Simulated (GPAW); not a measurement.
## Quasiparticle gap of MgI2 in GPAW

Aim: the G0W0 gap of MgI2 on PBE, step by step.

Method: PBE and many-body steps on it, plane waves, in GPAW 26.7.0.

The database entry behind the starting cell has ideal inner coordinates that were not refined, so it need not match the best structure at ambient conditions.

### 1. The structure

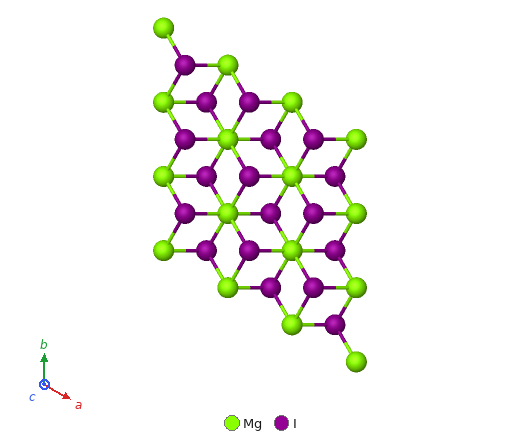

The starting structure, seen from above (magnesium green, iodine purple). 3×3×1 cells are drawn. Some periodic images of atoms are drawn too.

The cell holds 3 atoms: 1 Mg and 2 I. Cell: a = 4.140 Å, b = 4.140 Å, c = 14.400 Å, α = 90.0°, β = 90.0°, γ = 120.0°. It derives from MgI2. Vacuum lies along c.

 Spin-orbit coupling is left out unless a step names it.

### 2. Ground state

This step: GPAW 26.7.0; DFT, PBE, plane waves, PAW.

The ground-state density comes first.

File run.py:

```python
import json
import numpy as np
from gpaw.mpi import world
from ase import Atoms
from gpaw import GPAW, PW, FermiDirac

atoms = Atoms(['Mg', 'I', 'I'],
    cell=[[4.1400000000, 0.0000000000, 0.0000000000],
      [-2.0700000000, 3.5853451717, 0.0000000000],
      [0.0000000000, 0.0000000000, 14.4000000000]],
    scaled_positions=[[0.0000000000, 0.0000000000, 0.5000000000],
      [0.3333333333, 0.6666666667, 0.6194444444],
      [0.6666666667, 0.3333333333, 0.3805555556]],
    pbc=(True, True, False))
calc = GPAW(mode=PW(450),
    xc='PBE',
    kpts={'size': (9, 9, 1), 'gamma': True},
    occupations=FermiDirac(0.001),
    nbands=-7,
    convergence={'density': 1e-6, 'bands': -3},
    maxiter=100,
    txt='gs.txt')
atoms.calc = calc
res = {'energy': atoms.get_potential_energy(), 'forces': atoms.get_forces(), 'stress': atoms.get_stress()}
kpts = calc.get_ibz_k_points()
res['kpts'] = kpts
res['eigenvalues'] = [calc.get_eigenvalues(kpt=k) for k in range(len(kpts))]
res['n_electrons'] = calc.get_number_of_electrons()
calc.write('gs.gpw')

if world.rank == 0:
    with open('result.json', 'w') as f:
        json.dump(res, f, default=lambda x: x.tolist())
```

Started as:

```console
> mpirun -n 4 gpaw python run.py
```

Numbers of over 12 decimals in the logs are rounded to 6 here.

What it wrote:

```text
__  _  _
 | _ |_)|_||  |
 |__||  | ||/\| - 26.7.0

Input parameters:
  mode=PW(ecut=450.000000),
  convergence={'density': 1e-06, 'bands': -3},
  kpts=MonkhorstPack(size=(9, 9, 1), gamma=True),
  maxiter=100,
  nbands=-7,
  occupations=Occupations(name='fermi-dirac', width=0.001, fixmagmom=False),
  xc=XC(name='PBE')
  [... matrices ...]
Diagonalizing LCAO Hamiltonian
Converting LCAO to pw mode

         I

       Mg

             I

Atoms  # Å, Bohr magnetons
|   | symbol |         x |        y |        z |    initial magnetic moments |
| 0 |     Mg |  0.000000 | 0.000000 | 7.200000 | ( 0.0000,  0.0000,  0.0000) |
| 1 |      I | -0.000000 | 2.390230 | 8.920000 | ( 0.0000,  0.0000,  0.0000) |
| 2 |      I |  2.070000 | 1.195115 | 5.480000 | ( 0.0000,  0.0000,  0.0000) |

Unit cell  # Å
| periodic |         x |        y |         z |   lengths |     angles |
|      yes |  4.140000 | 0.000000 |  0.000000 |  4.140000 |  90.000000 |
|      yes | -2.070000 | 3.585345 |  0.000000 |  4.140000 |  90.000000 |
|       no |  0.000000 | 0.000000 | 14.400000 | 14.400000 | 120.000000 |

Number of symmetries: 12
Symmetry operations  # r_c * U_cc + t_c -> r_c
|    | kind |            matrix            |
|  0 |  σ   |  1, 1, 0,  0,-1, 0,  0, 0, 1 |
|  1 |  S6  |  1, 1, 0, -1, 0, 0,  0, 0,-1 |
|  2 |  E   |  1, 0, 0,  0, 1, 0,  0, 0, 1 |
|  3 |  C2  |  1, 0, 0, -1,-1, 0,  0, 0,-1 |
|  4 |  C2  |  0, 1, 0,  1, 0, 0,  0, 0,-1 |
|  5 |  C3  |  0, 1, 0, -1,-1, 0,  0, 0, 1 |
|  6 |  S6  |  0,-1, 0,  1, 1, 0,  0, 0,-1 |
|  7 |  σ   |  0,-1, 0, -1, 0, 0,  0, 0, 1 |
|  8 |  σ   | -1, 0, 0,  1, 1, 0,  0, 0, 1 |
|  9 |  i   | -1, 0, 0,  0,-1, 0,  0, 0,-1 |
| 10 |  C3  | -1,-1, 0,  1, 0, 0,  0, 0, 1 |
| 11 |  C2  | -1,-1, 0,  0, 1, 0,  0, 0,-1 |

BZ-sampling:
  Number of BZ points: 81
  Number of IBZ points: 12

  Monkhorst-Pack size: [9, 9, 1]
  Monkhorst-Pack shift: [0, 0, 0]

K-points  # in reciprocal-cell coordinates
|     |                                coordinates |     weight |
|   0 | (  0.00000000,   0.00000000,   0.00000000) | 0.01234568 |
|   1 | (  0.11111111,   0.00000000,   0.00000000) | 0.07407407 |
|   2 | (  0.22222222,  -0.11111111,   0.00000000) | 0.07407407 |
|   3 | (  0.22222222,   0.00000000,   0.00000000) | 0.07407407 |
|   4 | (  0.33333333,  -0.11111111,   0.00000000) | 0.14814815 |
|   5 | (  0.33333333,   0.00000000,   0.00000000) | 0.07407407 |
|   6 | (  0.33333333,   0.33333333,   0.00000000) | 0.02469136 |
|   7 | (  0.44444444,  -0.22222222,   0.00000000) | 0.07407407 |
|   8 | (  0.44444444,  -0.11111111,   0.00000000) | 0.14814815 |
|   9 | (  0.44444444,   0.00000000,   0.00000000) | 0.07407407 |
| ... |                                            |            |
|  11 | (  0.44444444,   0.44444444,   0.00000000) | 0.07407407 |

Plane wave coefficients: 4665
Cutoff: 450.000000 eV

Spin-components: 1 (collinear spins)
Bands:           19
Projectors:      15
Spin-degeneracy: 2
Datatype:        complex128

  Storage: CPU
  Wave functions: 16_660_416 bytes (4_165_104 per core)
  Projectors: 19_291_008 bytes (4_822_752 per core)
  [... matrices ...]
Parallelization:
  kpt:    4
  domain: 1
  band:   1

Density:
  Valence electrons: 24.0
  Components: 1
  Grid points: [21 21 72]
  Charge: 0.0  # |e|

Potential:
  Grid points: [21 21 72]

species:
  Mg:
    name:    Magnesium
    Z:       12.0
    valence: 10
    core:    2
    charge:  0.0  # [|e|]
    compensation charges:
      type: gauss
      rc: 0.33  # [Å]
      lmax: 2
    cutoffs:
      filter: 1.86  # [Å]
      core: 0.54  # [Å]
    projectors
    | kind |    occ | energy [eV] | rcut [Å] |
    |   2s |  2.000 |     -79.840 |    1.090 |
    |   3s |  2.000 |      -4.705 |    1.090 |
    |   2p |  6.000 |     -46.613 |    1.085 |
    |   3p |  0.000 |      -1.330 |    1.085 |
    |    d |        |       0.000 |    1.037 |

    Using partial waves for Mg as LCAO basis

  I:
    name:    Iodine
    Z:       53.0
    valence: 7
    core:    46
    charge:  0.0  # [|e|]
    compensation charges:
      type: gauss
      rc: 0.37  # [Å]
      lmax: 2
    cutoffs:
      filter: 2.06  # [Å]
      core: 2.90  # [Å]
    projectors
    | kind |    occ | energy [eV] | rcut [Å] |
    |   5s |  2.000 |     -17.382 |    1.164 |
    |   5p |  5.000 |      -7.088 |    1.164 |
    |    s |        |       9.829 |    1.164 |
    |    p |        |      20.123 |    1.164 |
    |    d |        |       0.000 |    1.164 |

    Using partial waves for I as LCAO basis

Reference energy: -392531.236221  # eV

eigensolver:
  PPCG
  Converge bands: -3
  niter=2

density mixing:
  MSR1-Mixer
  Pratt-step length: 0.05
  Maximum mixing coefficient: 0.75
  Old densities: 10
  SVD Regularization: 0.005
  Good broyden scale: 1.0
  Trust region scale: 1.0
  Backstep threshold: 4.0
  History deletion threshold: 6.0
  Fourier metric: weight=20.0, sigma=0.015

occupation numbers:
  Fermi-Dirac:
    width: 0.0010  # eV

poisson solver:
  ecut: 3600.000000  # eV

xc functional:
  name: PBE with 2 nearest neighbor stencil

Initialization done in: 0.917 s

convergence criteria:
- Maximum integral of absolute [dens]ity change: 1e-06 electrons / valence electron
- Maximum [total energy] change in last 3 cyles: 0.0005 eV / valence electron
- Maximum integral of absolute [eigenst]ate change: 4e-08 eV^2 / valence electron
maximum number of iterations: 100

SCF iterations
|iter     |     time |      energy | eigst |  dens |
|iter:   1|  |   -7.897801 | +0.50 |       |
|iter:   2|  |   -7.876826 | +0.30 | -1.35 |
|iter:   3|  |   -7.794546 | -0.82 | -1.38 |
|iter:   4|  |   -7.792765 | -1.49 | -1.91 |
|iter:   5|  |   -7.789298c| -2.20 | -2.22 |
|iter:   6|  |   -7.789682c| -3.49 | -2.62 |
|iter:   7|  |   -7.789699c| -4.23 | -3.39 |
|iter:   8|  |   -7.789701c| -4.73 | -3.94 |
|iter:   9|  |   -7.789702c| -5.22 | -4.68 |
|iter:  10|  |   -7.789702c| -5.71 | -5.33 |
|iter:  11|  |   -7.789702c| -6.26 | -5.75 |
|iter:  12|  |   -7.789702c| -6.98 | -6.03c|
|iter:  13|  |   -7.789702c| -7.33 | -6.62c|
|iter:  14|  |   -7.789702c| -7.64c| -6.86c|

Converged in 14 steps
SCF loop duration: 7.310 s (0.522 s/step)
Energy contributions relative to reference atoms: (reference = -392531.236221)
  [... matrices ...]
Energy contributions:
  Kinetic:          10.808237
  Coulomb:          -9.879719
  Zero:             -0.054003
  External:          0.000000
  Xc:               -8.664217
  Entropy:          -0.000000
  Spinorbit:         0.000000
  ----------------------------
  Free energy:      -7.789702
  Extrapolated:     -7.789702

dipole moment: (-2.973538, -5.150319, 0.000126)  # |e|*Ang

Fermi level: 0.042
Eigenvalues  # (at kpt = [0.000, 0.000, 0.000])
| band index |      eig [eV] | occ [0-2] |
|          0 |       -77.515 |     2.000 |
|        ... |               |           |
|          4 |       -13.997 |     2.000 |
|          5 |       -13.528 |     2.000 |
|          6 |        -5.216 |     2.000 |
|          7 |        -2.958 |     2.000 |
|          8 |        -2.387 |     2.000 |
|          9 |        -2.387 |     2.000 |
|         10 |        -2.145 |     2.000 |
|         11 |        -2.145 |     2.000 |
|         12 |         1.834 |     0.000 |
[...]
|         17 |         4.673 |     0.000 |
|         18 |         5.474 |     0.000 |

Gap: 3.638 eV
Transition (v -> c):
  (s=0, k=0, n=11, [0.00, 0.00, 0.00]) -> (s=0, k=9, n=12, [0.44, 0.00, 0.00])
Direct/indirect transitions are different
Direct gap: 3.979 eV
Transition at: (s=0, k=0, n=11, [0.00, 0.00, 0.00])
vacuum-level: 4.182  # V

Forces  # eV/Ang
|        x |        y |        z |
|  0.00000 |  0.00000 |  0.00000 |  # Mg   0
|  0.00000 |  0.00000 | -0.11505 |  # I    1
| -0.00000 | -0.00000 |  0.11505 |  # I    2

Force computation time: 0.061  # s

Stress tensor  # eV/Ang^3
|         x |         y |         z |
| -0.001376 |  0.000000 |  0.000000 |
| -0.000000 | -0.001376 | -0.000000 |
|  0.000000 | -0.000000 |  0.002456 |

Stress computation time: 0.643  # s

# Writing to gs.gpw (mode='')
  [... matrices ...]
```

It took 11 s on 4 MPI ranks of Arm Neoverse V1, shared host; peak memory 0.78 GiB.

This step gave:

- total energy: -7.790 eV
- gap: 3.638 eV
- k of the valence top: 0, 0, 0
- k of the conduction bottom: 0.4444, 0, 0
- least direct gap: 3.979 eV

The gap is indirect, with the least direct gap 0.34 eV higher.

### 3. Bands along the symmetry lines

The cheap functional maps the bands first; the places of the edges decide which points the dearer methods must see.

File run.py:

```python
import json
import numpy as np
from gpaw.mpi import world
from gpaw import GPAW

path = [[0.000000, 0.000000, 0.000000],
    [0.062500, 0.000000, 0.000000],
    [0.125000, 0.000000, 0.000000],
    [0.187500, 0.000000, 0.000000],
    [0.250000, 0.000000, 0.000000],
    [0.312500, 0.000000, 0.000000],
    [0.375000, 0.000000, 0.000000],
    [0.437500, 0.000000, 0.000000],
    [0.500000, 0.000000, 0.000000],
    [0.479167, 0.041667, 0.000000],
    [0.458333, 0.083333, 0.000000],
    [0.437500, 0.125000, 0.000000],
    [0.416667, 0.166667, 0.000000],
    [0.395833, 0.208333, 0.000000],
    [0.375000, 0.250000, 0.000000],
    [0.354167, 0.291667, 0.000000],
    [0.333333, 0.333333, 0.000000],
    [0.291667, 0.291667, 0.000000],
    [0.250000, 0.250000, 0.000000],
    [0.208333, 0.208333, 0.000000],
    [0.166667, 0.166667, 0.000000],
    [0.125000, 0.125000, 0.000000],
    [0.083333, 0.083333, 0.000000],
    [0.041667, 0.041667, 0.000000],
    [0.000000, 0.000000, 0.000000]]
calc = GPAW('gs.gpw').fixed_density(kpts=path,
    symmetry='off',
    nbands=22,
    convergence={'bands': 18},
    txt='bands.txt')
res = {}
kpts = calc.get_ibz_k_points()
res['kpts'] = kpts
res['eigenvalues'] = [calc.get_eigenvalues(kpt=k) for k in range(len(kpts))]
res['n_electrons'] = calc.get_number_of_electrons()

if world.rank == 0:
    with open('result.json', 'w') as f:
        json.dump(res, f, default=lambda x: x.tolist())
```

Started as:

```console
> mpirun -n 4 gpaw python run.py
```

What it wrote:

```text
Diagonalizing LCAO Hamiltonian
Converting LCAO to pw mode
convergence criteria:
- Maximum integral of absolute [eigenst]ate change: 4e-08 eV^2 / valence electron
maximum number of iterations: 100

SCF iterations
|iter     |     time |      energy | eigst |  dens |
|iter:   1|  |             | +1.29 |       |
|iter:   2|  |             | +0.71 |       |
|iter:   3|  |             | -0.20 |       |
[...]
|iter:  12|  |             | -6.68 |       |
|iter:  13|  |             | -7.29 |       |
|iter:  14|  |             | -7.68c|       |
SCF steps: 14
  __  _  _
 | _ |_)|_||  |
 |__||  | ||/\| - 26.7.0

Input parameters:
  mode=PW(ecut=450.000000),
  convergence={'bands': 18},
  gpts=array([21, 21, 72]),
  kpts=KPoints(kpts=array([[0.      , 0.      , 0.      ],
         [0.0625  , 0.      , 0.      ],
         [0.125   , 0.      , 0.      ],
         [0.1875  , 0.      , 0.      ],
[...]
[0.479167, 0.041667, 0.      ],
         [0.458333, 0.083333, 0.      ],
[...]
[0.416667, 0.166667, 0.      ],
[...]
[0.25    , 0.25    , 0.      ],
[...]
[0.125   , 0.125   , 0.      ],
         [0.083333, 0.083333, 0.      ],
         [0.041667, 0.041667, 0.      ],
         [0.      , 0.      , 0.      ]])),
  maxiter=100,
  nbands=22,
  occupations=Occupations(name='fermi-dirac', width=0.001, fixmagmom=False),
  parallel={},
  symmetry=Symmetry(point_group=False, time_reversal=False),
  xc=XC(name='PBE')
  [... matrices ...]
timing:  # [seconds]
  Total: 0.025  # ━━━━━━━━━━━━━━━━━━━━━━━━━━━━━━━━━━━━━━━━━━━━━━━━━━━━━━━━━━━
```

Run time: 17 s. Hardware: 4 MPI ranks; peak memory 0.84 GiB.

Numbers from this step:

```yaml
gap: 3.583 eV
k_of_the_valence_top: 0, 0, 0
k_of_the_conduction_bottom: 0.5, 0, 0
least_direct_gap: 3.979 eV
```

The gap is 3.583 eV, −0.055 eV from the run before at this level.

Electronic bands along the path, in eV, zero at the top of the highest filled band:

```csv
point,band 9,band 10,band 11,band 12,band 13,band 14,band 15,band 16
Γ,-0.24,-0.24,0.00,0.00,3.98,4.96,5.87,6.32
M,-1.45,-1.12,-0.80,-0.48,3.58,5.39,5.57,6.41
K,-2.42,-1.99,-0.86,-0.86,4.29,6.25,6.25,7.94
Γ,-0.24,-0.24,0.00,0.00,3.98,4.96,5.87,6.32
```

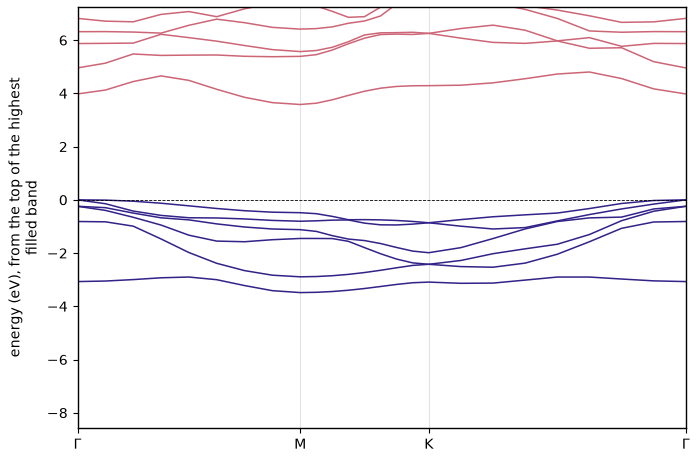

Electronic bands along the path; lines of filled and empty bands in two colours.

### 4. Empty states on the mesh, 9×9×1 mesh, 357 bands

The sums over transitions need many empty states on a uniform mesh; this step solves for them.

File run.py:

```python
import json
import numpy as np
from gpaw.mpi import world
from gpaw import GPAW

calc = GPAW('gs.gpw').fixed_density(kpts={'size': (9, 9, 1), 'gamma': True},
    parallel={'domain': 1, 'band': 1},
    txt='nscf.txt')
calc.diagonalize_full_hamiltonian(nbands=357)
calc.write('full.gpw', mode='all')
res = {}
kpts = calc.get_ibz_k_points()
res['kpts'] = kpts
res['eigenvalues'] = [calc.get_eigenvalues(kpt=k) for k in range(len(kpts))]
res['n_electrons'] = calc.get_number_of_electrons()

if world.rank == 0:
    with open('result.json', 'w') as f:
        json.dump(res, f, default=lambda x: x.tolist())
```

Started as:

```console
> mpirun -n 4 gpaw python run.py
```

What it wrote:

```text
Diagonalizing LCAO Hamiltonian
Converting LCAO to pw mode
convergence criteria:
- Maximum integral of absolute [eigenst]ate change: 4e-08 eV^2 / valence electron
maximum number of iterations: 100

SCF iterations
|iter     |     time |      energy | eigst |  dens |
|iter:   1|  |             | +0.82 |       |
|iter:   2|  |             | +0.28 |       |
|iter:   3|  |             | -0.47 |       |
[...]
|iter:  12|  |             | -6.93 |       |
|iter:  13|  |             | -7.30 |       |
|iter:  14|  |             | -7.57c|       |
SCF steps: 14
  __  _  _
 | _ |_)|_||  |
 |__||  | ||/\| - 26.7.0

Input parameters:
  mode=PW(ecut=450.000000),
  convergence={'density': 1e-06, 'bands': -3},
  gpts=array([21, 21, 72]),
  kpts=MonkhorstPack(size=(9, 9, 1), gamma=True),
  maxiter=100,
  nbands=19,
  occupations=Occupations(name='fermi-dirac', width=0.001, fixmagmom=False),
  parallel={'domain': 1, 'band': 1},
  xc=XC(name='PBE')
Matrix size: 4631x4631
# Writing to full.gpw (mode='all')
  [... matrices ...]

timing:  # [seconds]
  Total: 265.551  # ━━━━━━━━━━━━━━━━━━━━━━━━━━━━━━━━━━━━━━━━━━━━━━━━━━━━━━━━━
```

Elapsed: 4.6 min, on 4 MPI ranks; peak memory 7.5 GiB.

This step gave:

```yaml
gap: 3.638 eV
k_of_the_valence_top: 0, 0, 0
k_of_the_conduction_bottom: 0.4444, 0, 0
least_direct_gap: 3.979 eV
k_points_computed: 12
lowest_point_of_the_top_converged_band_above_the_valence_top: 79.1010 eV
```

On this mesh the gap is 3.638 eV.

(Continued in part 2 of 2.)

[Paths, hosts, dates, memory and timing lines, banners, echoed tables and standing remarks are left out of the program output.]

[Logs are printed without paths, hosts, clocks, repeated set-up lines and the standing remarks that a program may print on its own settings, such as how far it seeks lower states.]

[Runs of the session that timed out or met a known fault of the program may be left out.]

[Hosts, paths, dates, database ids (printed as entryN), source tags and the programs' standing remarks are cut or masked in the printed files.]
